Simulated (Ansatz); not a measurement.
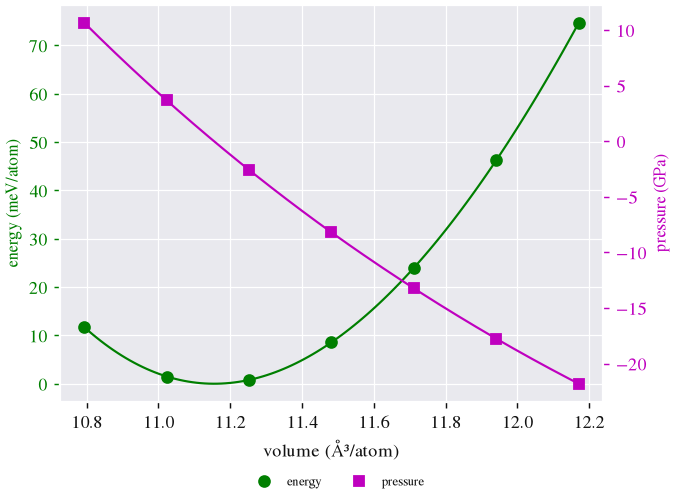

The picture above shows the energy and pressure against volume for HfN, space group Fm-3m (No. 225).

The given structure:
```cif
data_structure
_symmetry_space_group_name_H-M 'P 1'
_symmetry_Int_Tables_number 1
_cell_length_a 3.1905
_cell_length_b 3.1905
_cell_length_c 3.1905
_cell_angle_alpha 60.000
_cell_angle_beta 60.000
_cell_angle_gamma 60.000
_cell_volume 22.96
loop_
_atom_site_label
_atom_site_type_symbol
_atom_site_fract_x
_atom_site_fract_y
_atom_site_fract_z
_atom_site_occupancy
Hf1 Hf 0.00000 0.00000 0.00000 1
N1 N 0.50000 0.50000 0.50000 1
```

Calculation (Ansatz 0.2.0): all-electron LAPW DFT, no spin polarisation; energies at scaled volumes of the given cell, shape and fractions fixed, counted from the fit's minimum, third-order Birch-Murnaghan fit. Level: LDA.

| setting | value |
| --- | --- |
| k mesh | 10×10×10 |
| occupations | Fermi–Dirac |
| smearing width | 0.05 eV |
| potentials | all electron LAPW, scalar relativistic |
| program settings | basis error eV/atom 0.001 |

Q: What equilibrium volume and bulk modulus follow from the curve?

A: A third-order Birch–Murnaghan fit gives V0 = 11.15 Å³/atom, B0 = 302 GPa and B′ = 4.3.

Q: How does the pressure vary with volume?

A: It falls from 10.66 GPa at volume 10.79 Å³/atom to −21.81 GPa at 12.17 Å³/atom, and changes sign near 11.16 Å³/atom.
